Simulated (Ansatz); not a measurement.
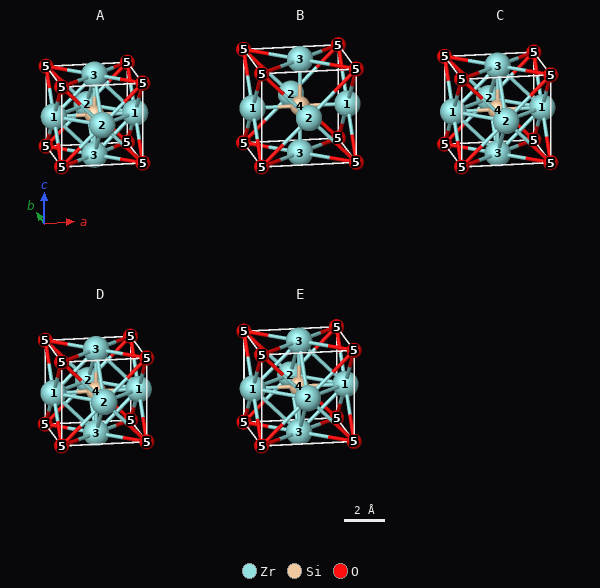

5 geometries from one relaxation of solid Zr3SiO (a generated structure, set up in Pm-3m) (coarse preliminary run), in shuffled order. A ball-and-stick model of the cell of the calculation, seen slightly off an axis.

Method: Ansatz, DFT PBE, scalar-relativistic, plane waves, PAW. Settings: plane-wave cutoff 420 eV; k-point mesh 4 × 4 × 4; occupations gaussian; smearing width 0.1 eV; no spin polarisation; cell and atoms relaxed; force threshold 0.04 eV/Å; at most 70 steps.

Question: Order the frames from highest to lowest energy.

Answer: A, D, C, E, B. They are steps 0, 1, 2, 3, 9, at +7.369 eV per cell of the calculation, +3.301 eV per cell of the calculation, +1.116 eV per cell of the calculation, +0.398 eV per cell of the calculation relative to the last. No atom moves by more than 0.005 Å relative to the cell. The drawn cell changes as follows: a = b = c 4.218 → 4.924 Å (+16.7 %); the volume changes by +59.1 %. Near-neighbour distances that change, for instance: Zr1–Zr2 2.983 → 3.482 Å, Zr1–O5 2.983 → 3.482 Å, Zr1–Si4 2.109 → 2.462 Å. The space group stays Pm-3m (No. 221). Over 7 accepted moves (9 points after the start) the energy falls by 7.369 eV per cell of the calculation. All forces vanish by symmetry, so only the cell relaxes. Pressure: 76.04 GPa at the start and −0.01 GPa at the end. At 2 points the geometry stayed and the basis and grid were re-selected for the new cell (energy shift of 0.323 eV per cell of the calculation at most each time). Cost: 20 s on 1 thread of Arm Neoverse V1, on a shared host, peak memory 0.38 GiB.

Limits of the set-up: the k-point mesh is coarse for a cell with partly filled bands.
